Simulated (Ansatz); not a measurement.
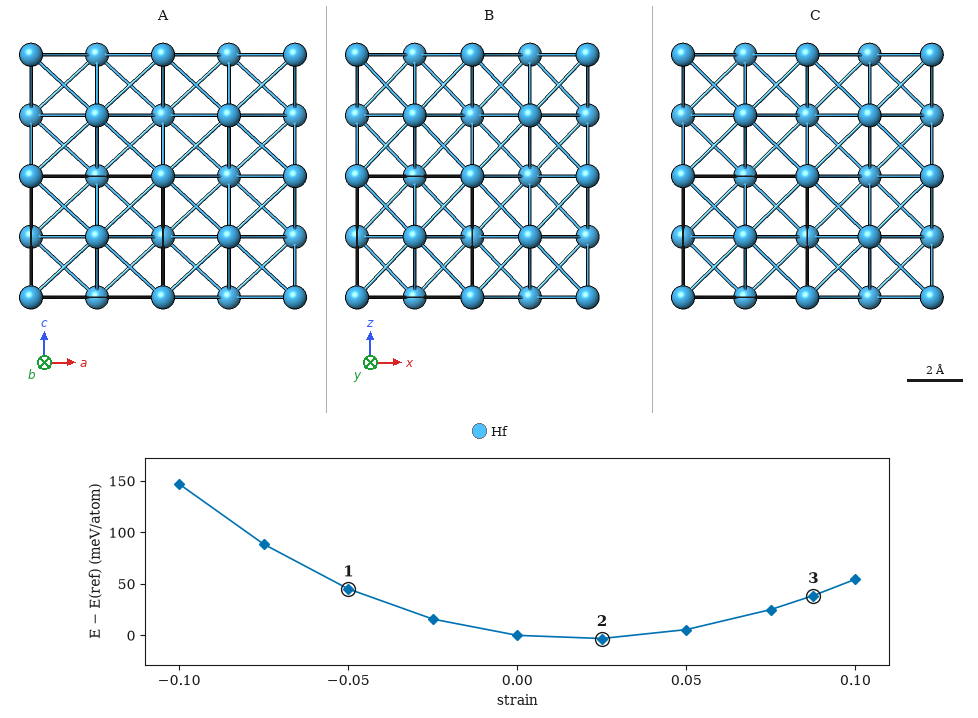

Solid Hf (Fm-3m): the cell is strained along x alone, with the atoms kept at their fractional coordinates. x, y and z are the Cartesian axes of the input. The frames are shuffled; the numbered points of the plot belong to them. Style: ball-and-stick. Shown: the conventional cell (4 times the calculation's cell), repeated 2 × 2 × 2 with one cell outlined, along the b axis. Lengths and directions refer to the drawn axes.

All numbers below come from DFT r2SCAN, scalar-relativistic, plane waves, PAW (Ansatz 0.2.0). Set-up: plane-wave cutoff 500 eV; k-point mesh 18 × 18 × 18; occupations gaussian; smearing width 0.15 eV; no spin polarisation. Energies (free energies at the smearing named) are counted from the cell as listed in its source, which wasn't relaxed.

Q: Match the frames to the points.

A: Point 1 is frame B (the strain −0.05, 45.1 meV/atom); 2 is frame C (the strain 0.025, −3.1 meV/atom); 3 is frame A (the strain 0.0875, 38.6 meV/atom). Of the computed points the lowest is at the strain 0.025, −3.1 meV/atom. At the ends of the scan the energy is 147.1 meV/atom (−0.10) and 54.5 meV/atom (0.10). The unrelaxed reference is under a pressure of 2.7 GPa, which tilts the curve. The distortion takes the space group from Fm-3m to I4/mmm. At the strain −0.10 the cell of the drawing goes a 4.440 → 3.996 Å.
